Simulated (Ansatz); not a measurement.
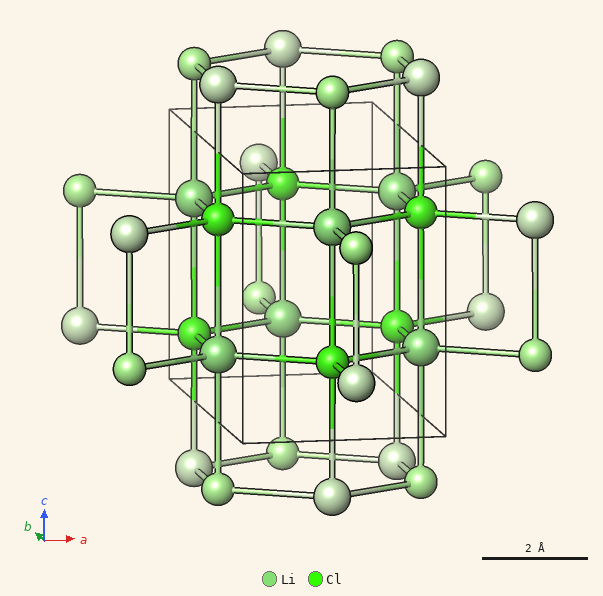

Crystal structure, ball-and-stick style, seen slightly off an axis. Lines trace the edges of the conventional unit cell. Periodic images bonded to atoms of the box are shown as well, in fainter colours.

LiCl, space group Cmcm (No. 63), a = 3.950 Å, b = 7.209 Å, c = 5.233 Å, α = 90.00°, β = 90.00°, γ = 90.00°. Provenance: a structure type filled with these elements by a generator (whether the compound takes this form wasn't checked). The cell was then strained or its atoms displaced on purpose. An electronic-structure calculation with Ansatz was run on it.

This one geometry was computed with Ansatz (DFT, plane waves, PAW) at three levels of theory: r2SCAN, PBE and HSE06. It was relaxed with r2SCAN and then strained.

Question: How does the band gap change with the level of theory?

Answer: PBE: a gap of 5.79 eV, direct; r2SCAN: a gap of 6.45 eV, direct; HSE06: a gap of 7.09 eV, direct.

Question: Collect the results in a table.

Answer:
| level | cutoff (eV) | k-mesh of the run's cell | gap (eV) | pressure (GPa) |
| --- | --- | --- | --- | --- |
| r2SCAN | 500 | 12×12×6 | 6.45 | 1.7 |
| PBE | 420 | 12×12×6 | 5.79 | 2.3 |
| HSE06 | 420 | 6×6×4 | 7.09 | 1.8 |

Gaps are taken on the k-mesh or band path of each run.
